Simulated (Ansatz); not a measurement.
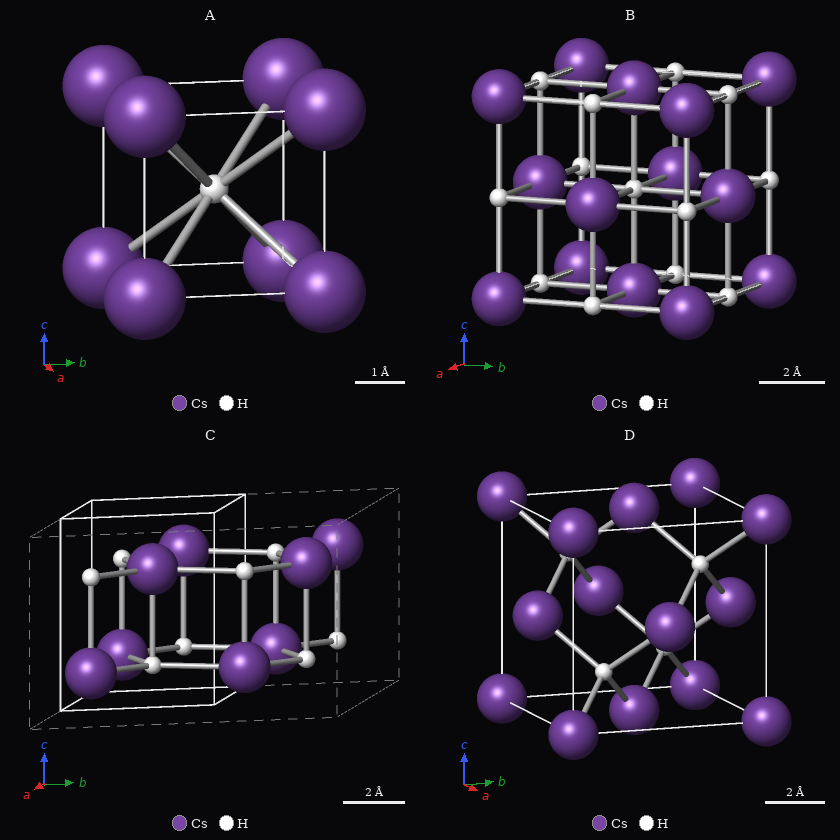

Four structures of CsH, each relaxed to rest (conventional cells in solid outline, small ones repeated, each panel with its own scale). Method: DFT, HSE06, plane waves, PAW (Ansatz 0.2.0), without spin polarisation.

Give the type and space group of each panel.

Answer. A: caesium chloride (CsCl, B2) type, Pm-3m; B: rock salt (NaCl type), Fm-3m; C: 4 atoms a cell on a primitive hexagonal lattice, P6_3/mmc; D: zinc blende (sphalerite type), F-43m.

Rank them by energy, lowest first.

Answer. B, then C (+32 meV/atom), A (+46 meV/atom) and D (+62 meV/atom), energies at zero smearing.

Collect the results in a table.

Answer.
| panel | structure | E − E(lowest) (meV/atom) | volume (Å³/atom) | gap (eV) |
| --- | --- | --- | --- | --- |
| B | Fm-3m | 0 | 32.4 | 3.26 |
| C | P6_3/mmc | 32 | 39.2 | 3.86 |
| A | Pm-3m | 46 | 28.2 | 3.58 |
| D | F-43m | 62 | 42.7 | 3.78 |

Some of these may be structure types tried for this composition rather than known phases, and the most stable form need not be among them. Gaps are taken on the k-mesh or band path of each run.
